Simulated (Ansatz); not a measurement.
# Ti₂Co: what the fields show

Input

```
crystal:
  lattice:
    - [0.0, 3.4874117488, 3.4874117488]
    - [3.4874117488, 0.0, 3.4874117488]
    - [3.4874117488, 3.4874117488, 0.0]
  atoms:
    - { symbol: Ti, position: [0.125, 0.125, 0.125] }
    - { symbol: Ti, position: [0.625, 0.125, 0.125] }
    - { symbol: Ti, position: [0.125, 0.125, 0.625] }
    - { symbol: Ti, position: [0.125, 0.625, 0.125] }
    - { symbol: Co, position: [0.5, 0.5, 0.5], spin: 1.09 }
    - { symbol: Co, position: [0.75, 0.75, 0.75], spin: 1.09 }
basis:
  ecutwfc: 420
kpoints:
  mp_grid: { grid: [10, 10, 10] }
hamiltonian:
  xc: pbesol
scf:
  occupations: { method: gaussian, width: 0.1 }
output:
  forces: true
  stress: true
  eigenvalues: true
  populations: true
  write_density: true
  write_potential: true
  elf: true
  volumetric_format: npy
magnetization:
  spin_polarized: true
relax:
  adjacent_minimum: "off"
  f_tol: 0.005
  max_steps: 80
  cell: { stress_tol: 0.05 }
```

Launched as:

```sh
ansatz run input.yaml --threads 1 --pin off --max-ram 2560MiB --backend cpu --events-out ev --progress --plain --runs-dir out
```

Below, planes, directions and counts refer to the conventional cell (a = 6.98 Å, b = 6.98 Å, c = 6.98 Å, α = 90.00°, β = 90.00°, γ = 90.00°).

The fields are those of the run's last geometry, not of the input's.

Space group Fd-3m; spin-polarised.

All numbers below come from DFT PBEsol, scalar-relativistic, plane waves, PAW in Ansatz 0.2.0.

Core electrons are frozen (PAW), and the valence fields are smoothed inside the atomic spheres.

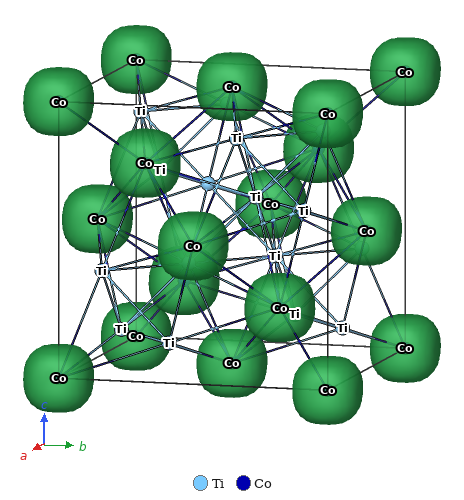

Figure 1. Isosurface of the spin density at +0.04 e/Å³ (green), seen slightly off an axis. Sticks mark near contacts.

> Which atoms carry the moments, and with what signs?

The spin density sits on Co: +1.0 μB (×8) in one cell of 24 atoms: parallel main moments (a ferromagnetic arrangement) in this solution. The cell of the calculation (6 atoms) carries 1.9 μB of net spin moment.

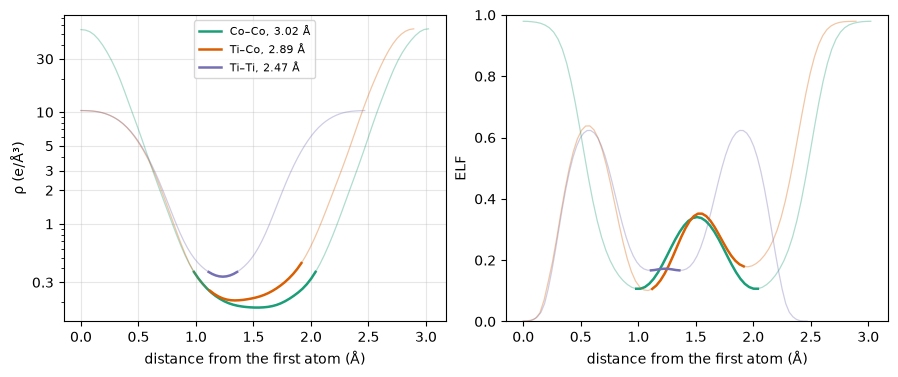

Figure 2. Valence electron density and ELF along straight lines between neighbouring atoms. Thin, pale parts lie inside the atomic spheres.

> Compare the contacts.

Co–Co (3.02 Å): the density is about 0.18 e/Å³ at the midpoint; the ELF is about 0.35 at the midpoint.
Ti–Co (2.89 Å): ρ is about 0.21 e/Å³ halfway; the ELF is about 0.35 at the midpoint.
Ti–Ti (2.47 Å): ρ is about 0.34 e/Å³ halfway; the ELF is about 0.15 at the midpoint; no localised pair shows between them.

> Does the calculation give a band gap?

It is metallic or semimetallic at this level of theory: no gap opens.
